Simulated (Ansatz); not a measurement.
System: Mg.

Input file:

```
crystal:
  lattice:
    - [-1.83599163, 1.83599163, 1.67940402]
    - [1.83599163, -1.83599163, 1.67940402]
    - [1.83599163, 1.83599163, -1.67940402]
  atoms:
    - { symbol: Mg, position: [0.0, 0.0, 0.0] }
hamiltonian:
  xc: r2scan
  pseudopotentials: { kind: paw }
kpoints:
  mp_grid: { grid: [6, 6, 6] }
  band_path:
    path:
      - [[0.0, 0.0, 0.0], [0.0, 0.0, 0.5], [-0.5, 0.5, 0.5], [0.0, 0.0, 0.0], [0.4591746214, 0.4591746214, -0.4591746214], [0.25, 0.25, 0.25], [0.0, 0.5, 0.0], [-0.4591746214, 0.5408253786, 0.4591746214], [-0.5, 0.5, 0.5]]
      - [[0.0, 0.0, 0.5], [0.25, 0.25, 0.25]]
    npoints: 14
scf:
  occupations: { method: fermi_dirac, width: 0.05 }
  n_extra_bands: 6
output:
  forces: true
  stress: true
  eigenvalues: true
  fatbands: false
  write_density: true
  write_potential: true
  elf: true
  volumetric_format: npy
```

Run with:

```sh
ansatz run input.yaml --threads 2 --pin off --max-ram 5632MiB --backend cpu --events-out ev --progress --plain --runs-dir out
```

Below, planes, directions and counts refer to the conventional cell (a = 3.67 Å, b = 3.67 Å, c = 3.36 Å, α = 90.00°, β = 90.00°, γ = 90.00°).

Space group I4/mmm; a structure from a database of computed crystals, not necessarily the ambient phase.

Method: Kohn-Sham DFT of a periodic cell, r2SCAN, Ansatz PAW (Ansatz 0.2.0).

Predict the valence pseudo-density and electron localisation function between the atoms.

Answer. Mg–Mg (3.09 Å): the density is about 0.1 e/Å³ at the midpoint; the ELF reaches about 0.55 near the midpoint.

Does the calculation make it a metal, or give it a gap?

Answer. It is metallic or semimetallic at this level of theory: no gap opens.

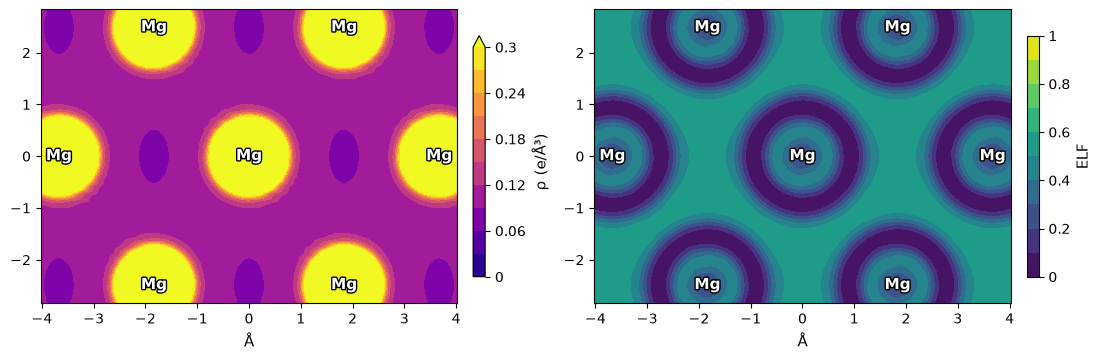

Computed valence pseudo-density and electron localisation function on the (101̄) plane of the conventional cell, in this order. 

In a PAW calculation such maps are meaningful between the atoms, not at the nuclei.
